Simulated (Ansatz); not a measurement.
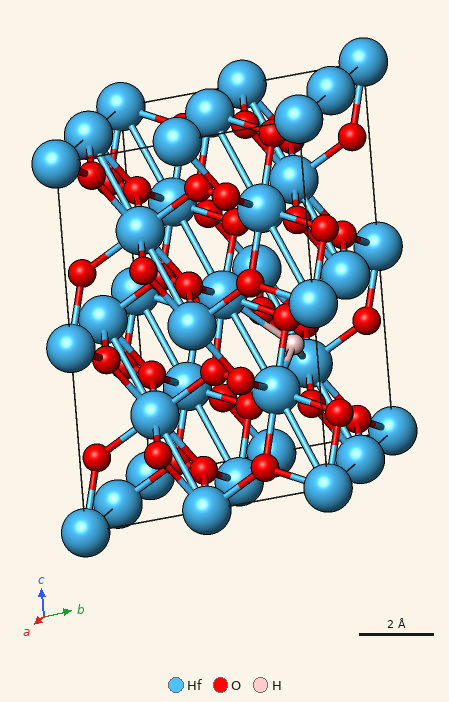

**Figure 1.** The structure as given in the input (ball-and-stick view of the cell of the calculation, seen slightly off an axis). An atom can appear more than once, as a periodic image.

Run report: Hf16HO32, geometry relaxation (part 1 of 4)

System: Hf16HO32 (defect cell, 49 atoms in the cell).
Method: DFT PBE, scalar-relativistic, plane waves, PAW, spin-polarised (Ansatz 0.2.0).

The structure derives from a Materials Project entry.

### Log
```
settings of this run that can trade accuracy for cost: output.eigenvalues: false. Do not mix this run's numbers with those of runs without the same settings; the input reference describes each key
Engine: ansatz 0.2.0, aarch64-unknown-linux-gnu
Pseudopotentials: kind: paw
Pseudopotential: Hf, paw, valence charge 26, recommended cutoff 420 eV (normal), Hf.paw.azcp
Pseudopotential: O, paw, valence charge 6, recommended cutoff 420 eV (normal), O.paw.azcp
Pseudopotential: H, paw, valence charge 1, recommended cutoff 420 eV (normal), H.paw.azcp
Functional definition: PBE
  parameter kappa = 0.804
  parameter beta = 0.06672455060314922
  exchange = pbe_x(kappa = kappa, mu = beta*pi^2/3)
  correlation = pbe_c(beta = beta)
Crystal: 49 atoms, lattice volume = 594.158 Å³
Basis set: ecut = 420 eV, 11539 PW (Γ), exchange–correlation on 108×108×160 points (8 copies of the dense FFT grid, shifted against one another)
Bands: 367, of which v1, the nominal top of the filled ones, is band 305 counted from 1 (304 counted from 0)
Symmetry: 1 space group operations
Space group: P1 (ITA 1), of the structure as read, at distance tolerance 8.4e-5 Å
Magnetic group: BNS 1.1 (UNI 1), of the structure as read, at distance tolerance 8.4e-5 Å
k-points: 4
Non-local potential: Hf, projectors of the file, l = 0: 3, l = 1: 2, l = 2: 2, l = 3: 3
Non-local potential: O, projectors of the file, l = 0: 2, l = 1: 2, l = 2: 1
Non-local potential: H, projectors of the file, l = 0: 2, l = 1: 1
PAW form: soft (Blöchl's): semilocal exchange-correlation on the pseudo side does not see the compensation charge
PAW one-centre angular grid: Hf, 590 points (default); XC on 64 Gauss nodes
PAW one-centre angular grid: O, 110 points (default); XC on 64 Gauss nodes
PAW one-centre angular grid: H, 110 points (default); XC on 64 Gauss nodes
Initial density: superposition of atomic densities (chi_scale 0.1, normalization cell, long waves kept (reshape's long-wave potential 0.05 eV rms))
Starting moments: Σ|m| = 2.5 μB on 5 of 49 sites
Initial wavefunctions: pseudopotential atomic-orbital guess
Functional: x = pbe(κ = 0.804, μ = 0.2195149727645171), c = pbe(β = 0.06672455060314922)
SCF iter   1: F=—  HF=-269803.037306 eV  |F-HF|=—  |Δ(HF+E_count)|=         —  Δρ=4.36e-2 (↑4.36e-2 ↓4.08e-2)  dr2=3.81e1  dr2_m=3.01e-1  M=1.000 μB ∫|m|=1.210 μB  β_m=0.30  ethr=3.10e-3  ⟨swp⟩=5.0  Hψ=8683  notcnv=0  defer=109
Mixer restart at iter 1: flushing history
preconditioner: auto → Resta (q_TF=auto, 2.740 Å⁻¹)  ε∞=4.8  [insulator: Δε(μ)=0.534 eV  Ē_g=18.799 eV  σ=0.050 eV  W_gap=1.00  n_scr=206 (ndim 8)  ℏωp=36.6 eV  f_vac=0.003  D(μ)=0.00/eV (n_scr^D=0)  ε∞_Penn≈4.8]
spin=Collinear: Resta preconditioning applied to the charge; magnetization (m = ρ↑ − ρ↓) channel mixes plain (no charge-response kernel on spin).
SCF iter   2: F=—  HF=-269796.277665 eV  |F-HF|=—  |Δ(HF+E_count)|=    6.76e0  Δρ=2.78e-2 (↑2.78e-2 ↓2.74e-2)  dr2=1.68e1  dr2_m=1.70e-1  M=1.000 μB ∫|m|=1.150 μB  β_m=0.52  ethr=3.10e-3  ⟨swp⟩=3.0  Hψ=5685  notcnv=0  defer=436
SCF iter   3: F=—  HF=-269796.143536 eV  |F-HF|=—  |Δ(HF+E_count)|=   1.34e-1  Δρ=1.13e-2 (↑1.05e-2 ↓1.13e-2)  dr2=2.90e0  dr2_m=2.73e-2  M=1.000 μB ∫|m|=1.081 μB  β_m=0.57  ethr=2.76e-3  ⟨swp⟩=2.0  Hψ=3760  notcnv=0  defer=436
SCF iter   4: F=—  HF=-269796.654364 eV  |F-HF|=—  |Δ(HF+E_count)|=   5.11e-1  Δρ=4.48e-3 (↑4.48e-3 ↓4.37e-3)  dr2=3.48e-1  dr2_m=5.14e-3  M=1.000 μB ∫|m|=1.061 μB  β_m=0.67  ethr=4.77e-4  ⟨swp⟩=2.9  Hψ=5790  notcnv=0  defer=435
SCF iter   5: F=—  HF=-269796.757011 eV  |F-HF|=—  |Δ(HF+E_count)|=   1.03e-1  Δρ=1.77e-3 (↑1.67e-3 ↓1.77e-3)  dr2=7.60e-2  dr2_m=7.90e-4  M=1.000 μB ∫|m|=1.055 μB  β_m=0.79  ethr=5.72e-5  ⟨swp⟩=2.2  Hψ=4844  notcnv=0  defer=434
SCF iter   6: F=—  HF=-269796.778164 eV  |F-HF|=—  |Δ(HF+E_count)|=         —  Δρ=4.51e-4 (↑4.51e-4 ↓4.51e-4)  dr2=4.27e-3  dr2_m=1.94e-5  M=1.000 μB ∫|m|=1.051 μB  β_m=0.79  ethr=1.25e-5  ⟨swp⟩=2.0  Hψ=4925  notcnv=0  defer=434
SCF iter   7: F=—  HF=-269796.781316 eV  |F-HF|=—  |Δ(HF+E_count)|=   3.15e-3  Δρ=3.61e-4 (↑3.58e-4 ↓3.61e-4)  dr2=2.44e-3  dr2_m=2.32e-6  M=1.000 μB ∫|m|=1.051 μB  β_m=0.71  ethr=7.02e-7  ⟨swp⟩=2.8  Hψ=5375  notcnv=0  defer=434
SCF iter   8: F=—  HF=-269796.781334 eV  |F-HF|=—  |Δ(HF+E_count)|=   1.80e-5  Δρ=1.62e-4 (↑1.56e-4 ↓1.62e-4)  dr2=5.45e-4  dr2_m=2.73e-6  M=1.000 μB ∫|m|=1.051 μB  β_m=0.81  ethr=4.00e-7  ⟨swp⟩=2.8  Hψ=5285  notcnv=0  defer=434
SCF iter   9: F=—  HF=-269796.782091 eV  |F-HF|=—  |Δ(HF+E_count)|=   7.57e-4  Δρ=7.05e-5 (↑7.00e-5 ↓7.05e-5)  dr2=1.05e-4  dr2_m=3.71e-7  M=1.000 μB ∫|m|=1.051 μB  β_m=0.70  ethr=8.95e-8  ⟨swp⟩=2.2  Hψ=5358  notcnv=0  defer=434
SCF iter  10: F=-269796.782101 eV  HF=-269796.782097 eV  |F-HF|=4.14e-6  |Δ(HF+E_count)|=   5.85e-6  Δρ=2.54e-5 (↑2.54e-5 ↓2.21e-5)  dr2=1.08e-5  dr2_m=8.08e-8  M=1.000 μB ∫|m|=1.051 μB  ethr=1.03e-8  ⟨swp⟩=2.8  Hψ=9290  notcnv=0
SCF 1 converged in 10 iterations: F = -269796.782101 eV  dr2 = 1.08e-5
  greatest PAW one-centre occupation: 0.999 electrons in one spin orbital (limit 2), on the Hf atom at site 0 (counted from 0), in its partial waves of l = 0
relax step   1: F+E_penalty+E_count = -269796.78210101 eV  Δ(F+E_penalty+E_count) = +0.000e0 eV  max|allowed force component| = 3.067e0 eV/Å  Δτ_max = 0.0000 Å  (10 SCF iters, dr2 threshold 6.25e-5 eV, accepted)
Initial density: handed on by an earlier stage of this run
Starting moments: Σ|m| = 2.5 μB on 5 of 49 sites; this step starts from the density that it was given
Initial wavefunctions: those handed on with the density
iter 1 solved again at ethr=3.15e-5 eV; its pass at ethr=3.10e-3 eV (dr2=1.92e-1 eV) is discarded
SCF iter   1: F=—  HF=-269797.481443 eV  |F-HF|=—  |Δ(HF+E_count)|=         —  Δρ=4.83e-3 (↑4.83e-3 ↓4.42e-3)  dr2=1.90e-1  dr2_m=3.38e-2  M=1.000 μB ∫|m|=1.064 μB  β_m=0.65  ethr=3.15e-5  ⟨swp⟩=1.4  Hψ=8268  notcnv=0  defer=438
preconditioner: auto → Resta (q_TF=auto, 2.740 Å⁻¹)  ε∞=5.2  [insulator: Δε(μ)=0.990 eV  Ē_g=17.898 eV  σ=0.050 eV  W_gap=1.00  n_scr=206 (ndim 8)  ℏωp=36.6 eV  f_vac=0.087  D(μ)=0.00/eV (n_scr^D=0)  ε∞_Penn≈5.2]
spin=Collinear: Resta preconditioning applied to the charge; magnetization (m = ρ↑ − ρ↓) channel mixes plain (no charge-response kernel on spin).
SCF iter   2: F=—  HF=-269797.527615 eV  |F-HF|=—  |Δ(HF+E_count)|=   4.62e-2  Δρ=2.04e-3 (↑2.04e-3 ↓1.76e-3)  dr2=3.68e-2  dr2_m=6.62e-3  M=1.000 μB ∫|m|=1.062 μB  β_m=0.65  ethr=3.12e-5  ⟨swp⟩=2.0  Hψ=5306  notcnv=0  defer=438
SCF iter   3: F=—  HF=-269797.549604 eV  |F-HF|=—  |Δ(HF+E_count)|=   2.20e-2  Δρ=6.48e-4 (↑6.48e-4 ↓5.95e-4)  dr2=1.04e-2  dr2_m=3.58e-4  M=1.000 μB ∫|m|=1.063 μB  β_m=0.71  ethr=6.05e-6  ⟨swp⟩=2.0  Hψ=5307  notcnv=0  defer=438
SCF iter   4: F=—  HF=-269797.549094 eV  |F-HF|=—  |Δ(HF+E_count)|=   5.10e-4  Δρ=2.68e-4 (↑2.68e-4 ↓2.66e-4)  dr2=2.35e-3  dr2_m=9.68e-6  M=1.000 μB ∫|m|=1.063 μB  β_m=0.74  ethr=1.70e-6  ⟨swp⟩=2.0  Hψ=5252  notcnv=0  defer=438
SCF iter   5: F=—  HF=-269797.548316 eV  |F-HF|=—  |Δ(HF+E_count)|=   7.79e-4  Δρ=9.00e-5 (↑9.00e-5 ↓8.27e-5)  dr2=1.13e-4  dr2_m=7.21e-6  M=1.000 μB ∫|m|=1.064 μB  β_m=0.75  ethr=3.85e-7  ⟨swp⟩=2.0  Hψ=5252  notcnv=0  defer=438
SCF iter   6: F=—  HF=-269797.548621 eV  |F-HF|=—  |Δ(HF+E_count)|=   3.06e-4  Δρ=5.78e-5 (↑5.78e-5 ↓4.99e-5)  dr2=7.09e-5  dr2_m=1.96e-6  M=1.000 μB ∫|m|=1.064 μB  β_m=0.72  ethr=1.86e-8  ⟨swp⟩=2.0  Hψ=5372  notcnv=0  defer=438
SCF iter   7: F=—  HF=-269797.548725 eV  |F-HF|=—  |Δ(HF+E_count)|=   1.04e-4  Δρ=3.97e-5 (↑3.97e-5 ↓2.95e-5)  dr2=4.91e-5  dr2_m=1.15e-6  M=1.000 μB ∫|m|=1.064 μB  β_m=0.86  ethr=1.16e-8  ⟨swp⟩=2.0  Hψ=9228  notcnv=0
SCF iter   8: F=-269797.548713 eV  HF=-269797.548718 eV  |F-HF|=4.65e-6  |Δ(HF+E_count)|=   7.34e-6  Δρ=1.86e-5 (↑1.86e-5 ↓1.79e-5)  dr2=6.80e-6  dr2_m=3.03e-8  M=1.000 μB ∫|m|=1.064 μB  ethr=8.07e-9  ⟨swp⟩=1.1  Hψ=8220  notcnv=0
SCF 2 converged in 8 iterations: F = -269797.548713 eV  dr2 = 6.80e-6
[... from here on the iterations of each SCF are left out, up to the last one ...]
relax step   2: F+E_penalty+E_count = -269797.54871312 eV  Δ(F+E_penalty+E_count) = -7.666e-1 eV  max|allowed force component| = 7.686e-1 eV/Å  Δτ_max = 0.1946 Å  (8 SCF iters, dr2 threshold 1.00e-4 eV, accepted)
preconditioner: auto → Resta (q_TF=auto, 2.740 Å⁻¹)  ε∞=5.2  [insulator: Δε(μ)=1.059 eV  Ē_g=17.912 eV  σ=0.050 eV  W_gap=1.00  n_scr=206 (ndim 8)  ℏωp=36.6 eV  f_vac=0.086  D(μ)=0.00/eV (n_scr^D=0)  ε∞_Penn≈5.2]
spin=Collinear: Resta preconditioning applied to the charge; magnetization (m = ρ↑ − ρ↓) channel mixes plain (no charge-response kernel on spin).
SCF 3 converged in 6 iterations: F = -269797.779305 eV  dr2 = 8.28e-6
relax step   3: F+E_penalty+E_count = -269797.77930516 eV  Δ(F+E_penalty+E_count) = -2.306e-1 eV  max|allowed force component| = 5.882e-1 eV/Å  Δτ_max = 0.2000 Å  (6 SCF iters, dr2 threshold 3.69e-5 eV, accepted)
preconditioner: auto → Resta (q_TF=auto, 2.740 Å⁻¹)  ε∞=5.2  [insulator: Δε(μ)=1.096 eV  Ē_g=17.903 eV  σ=0.050 eV  W_gap=1.00  n_scr=206 (ndim 8)  ℏωp=36.6 eV  f_vac=0.085  D(μ)=0.00/eV (n_scr^D=0)  ε∞_Penn≈5.2]
spin=Collinear: Resta preconditioning applied to the charge; magnetization (m = ρ↑ − ρ↓) channel mixes plain (no charge-response kernel on spin).
SCF 4 converged in 7 iterations: F = -269797.863076 eV  dr2 = 3.81e-6
relax step   4: F+E_penalty+E_count = -269797.86307619 eV  Δ(F+E_penalty+E_count) = -8.377e-2 eV  max|allowed force component| = 1.414e-1 eV/Å  Δτ_max = 0.1964 Å  (7 SCF iters, dr2 threshold 2.17e-5 eV, accepted)
preconditioner: auto → Resta (q_TF=auto, 2.740 Å⁻¹)  ε∞=5.2  [insulator: Δε(μ)=1.164 eV  Ē_g=17.902 eV  σ=0.050 eV  W_gap=1.00  n_scr=206 (ndim 8)  ℏωp=36.6 eV  f_vac=0.085  D(μ)=0.00/eV (n_scr^D=0)  ε∞_Penn≈5.2]
spin=Collinear: Resta preconditioning applied to the charge; magnetization (m = ρ↑ − ρ↓) channel mixes plain (no charge-response kernel on spin).
SCF 5 converged in 9 iterations: F = -269797.877323 eV  dr2 = 2.84e-8
relax step   5: F+E_penalty+E_count = -269797.87732267 eV  Δ(F+E_penalty+E_count) = -1.425e-2 eV  max|allowed force component| = 1.628e-1 eV/Å  Δτ_max = 0.1301 Å  (9 SCF iters, accepted)
preconditioner: auto → Resta (q_TF=auto, 2.740 Å⁻¹)  ε∞=5.2  [insulator: Δε(μ)=1.212 eV  Ē_g=17.903 eV  σ=0.050 eV  W_gap=1.00  n_scr=206 (ndim 8)  ℏωp=36.6 eV  f_vac=0.084  D(μ)=0.00/eV (n_scr^D=0)  ε∞_Penn≈5.2]
spin=Collinear: Resta preconditioning applied to the charge; magnetization (m = ρ↑ − ρ↓) channel mixes plain (no charge-response kernel on spin).
SCF 6 converged in 8 iterations: F = -269797.886272 eV  dr2 = 2.61e-8
relax step   6: F+E_penalty+E_count = -269797.88627206 eV  Δ(F+E_penalty+E_count) = -8.949e-3 eV  max|allowed force component| = 1.088e-1 eV/Å  Δτ_max = 0.0412 Å  (8 SCF iters, accepted)
preconditioner: auto → Resta (q_TF=auto, 2.740 Å⁻¹)  ε∞=5.2  [insulator: Δε(μ)=1.231 eV  Ē_g=17.905 eV  σ=0.050 eV  W_gap=1.00  n_scr=206 (ndim 8)  ℏωp=36.6 eV  f_vac=0.084  D(μ)=0.00/eV (n_scr^D=0)  ε∞_Penn≈5.2]
spin=Collinear: Resta preconditioning applied to the charge; magnetization (m = ρ↑ − ρ↓) channel mixes plain (no charge-response kernel on spin).
SCF 7 converged in 7 iterations: F = -269797.891973 eV  dr2 = 7.83e-7
relax step   7: F+E_penalty+E_count = -269797.89197299 eV  Δ(F+E_penalty+E_count) = -5.701e-3 eV  max|allowed force component| = 8.379e-2 eV/Å  Δτ_max = 0.1152 Å  (7 SCF iters, dr2 threshold 5.29e-6 eV, accepted)
preconditioner: auto → Resta (q_TF=auto, 2.740 Å⁻¹)  ε∞=5.2  [insulator: Δε(μ)=1.303 eV  Ē_g=17.898 eV  σ=0.050 eV  W_gap=1.00  n_scr=206 (ndim 8)  ℏωp=36.6 eV  f_vac=0.084  D(μ)=0.00/eV (n_scr^D=0)  ε∞_Penn≈5.2]
spin=Collinear: Resta preconditioning applied to the charge; magnetization (m = ρ↑ − ρ↓) channel mixes plain (no charge-response kernel on spin).
SCF 8 converged in 6 iterations: F = -269797.888593 eV  dr2 = 7.61e-7
  greatest PAW one-centre occupation: 0.999 electrons in one spin orbital (limit 2), on the Hf atom at site 8 (counted from 0), in its partial waves of l = 0
relax step   8: F+E_penalty+E_count = -269797.88859274 eV  Δ(F+E_penalty+E_count) = +3.380e-3 eV  max|allowed force component| = 1.989e-1 eV/Å  Δτ_max = 0.0367 Å  (6 SCF iters, dr2 threshold 3.14e-6 eV, rejected (line search))
SCF iter   1: F=—  HF=-269797.892930 eV  |F-HF|=—  |Δ(HF+E_count)|=         —  Δρ=6.36e-4 (↑5.57e-4 ↓6.36e-4)  dr2=3.02e-3  dr2_m=5.43e-4  M=1.000 μB ∫|m|=1.057 μB  β_m=0.65  ethr=5.65e-6  ⟨swp⟩=2.5  Hψ=5567  notcnv=0  defer=435
preconditioner: auto → Resta (q_TF=auto, 2.740 Å⁻¹)  ε∞=5.2  [insulator: Δε(μ)=1.276 eV  Ē_g=17.900 eV  σ=0.050 eV  W_gap=1.00  n_scr=206 (ndim 8)  ℏωp=36.6 eV  f_vac=0.084  D(μ)=0.00/eV (n_scr^D=0)  ε∞_Penn≈5.2]
spin=Collinear: Resta preconditioning applied to the charge; magnetization (m = ρ↑ − ρ↓) channel mixes plain (no charge-response kernel on spin).
SCF iter   2: F=—  HF=-269797.893943 eV  |F-HF|=—  |Δ(HF+E_count)|=   1.01e-3  Δρ=2.49e-4 (↑2.25e-4 ↓2.49e-4)  dr2=4.15e-4  dr2_m=9.83e-5  M=1.000 μB ∫|m|=1.057 μB  β_m=0.63  ethr=4.96e-7  ⟨swp⟩=2.0  Hψ=5179  notcnv=0  defer=435
SCF iter   3: F=—  HF=-269797.894045 eV  |F-HF|=—  |Δ(HF+E_count)|=   1.02e-4  Δρ=6.68e-5 (↑6.31e-5 ↓6.68e-5)  dr2=6.32e-5  dr2_m=4.25e-6  M=1.000 μB ∫|m|=1.057 μB  β_m=0.66  ethr=6.81e-8  ⟨swp⟩=2.0  Hψ=4967  notcnv=0  defer=435
SCF iter   4: F=—  HF=-269797.894048 eV  |F-HF|=—  |Δ(HF+E_count)|=   2.60e-6  Δρ=2.39e-5 (↑2.39e-5 ↓2.36e-5)  dr2=1.27e-5  dr2_m=2.26e-7  M=1.000 μB ∫|m|=1.057 μB  β_m=0.68  ethr=1.04e-8  ⟨swp⟩=2.0  Hψ=5364  notcnv=0  defer=435
SCF iter   5: F=—  HF=-269797.894048 eV  |F-HF|=—  |Δ(HF+E_count)|=   1.81e-7  Δρ=7.98e-6 (↑7.98e-6 ↓7.93e-6)  dr2=1.37e-6  dr2_m=2.62e-8  M=1.000 μB ∫|m|=1.057 μB  β_m=0.72  ethr=2.09e-9  ⟨swp⟩=2.0  Hψ=5178  notcnv=0  defer=435
SCF iter   6: F=—  HF=-269797.894048 eV  |F-HF|=—  |Δ(HF+E_count)|=   5.09e-7  Δρ=4.35e-6 (↑4.19e-6 ↓4.35e-6)  dr2=3.51e-7  dr2_m=8.31e-9  M=1.000 μB ∫|m|=1.057 μB  β_m=0.70  ethr=2.24e-10  ⟨swp⟩=2.0  Hψ=5364  notcnv=0  defer=435
SCF iter   7: F=—  HF=-269797.894048 eV  |F-HF|=—  |Δ(HF+E_count)|=   1.41e-7  Δρ=1.53e-6 (↑1.53e-6 ↓1.44e-6)  dr2=7.16e-8  dr2_m=1.05e-9  M=1.000 μB ∫|m|=1.057 μB  β_m=0.80  ethr=5.77e-11  ⟨swp⟩=2.0  Hψ=5364  notcnv=0  defer=435
SCF iter   8: F=-269797.894048 eV  HF=-269797.894048 eV  |F-HF|=8.67e-9  |Δ(HF+E_count)|=   3.18e-8  Δρ=7.72e-7 (↑7.72e-7 ↓7.54e-7)  dr2=1.87e-8  dr2_m=7.69e-11  M=1.000 μB ∫|m|=1.057 μB  ethr=1.17e-11  ⟨swp⟩=1.4  Hψ=8223  notcnv=0
SCF 9 converged in 8 iterations: F = -269797.894048 eV  dr2 = 1.87e-8
relax step   9: F+E_penalty+E_count = -269797.89404841 eV  Δ(F+E_penalty+E_count) = -2.075e-3 eV  max|allowed force component| = 1.802e-2 eV/Å  Δτ_max = 0.0184 Å  (8 SCF iters, accepted)
```

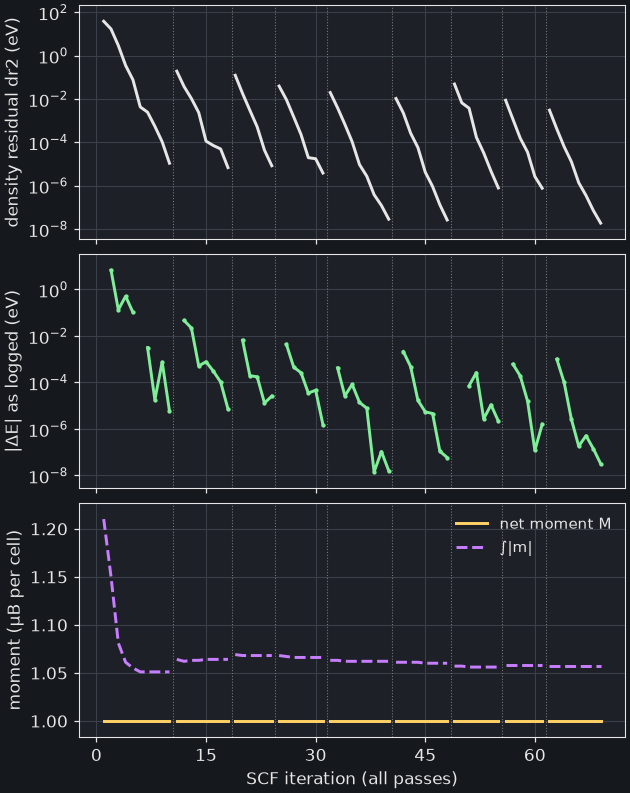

**Figure 2.** Convergence of the self-consistent field: density residual dr2, size of the energy change and magnetic moment against the SCF iteration. The dotted lines part the SCF passes of the relaxation: geometry steps, rejected trials and re-solves on a re-selected basis. The 9 passes take 6 to 10 iterations each, 69 in all. The net moment stays at 1.0 μB per cell.
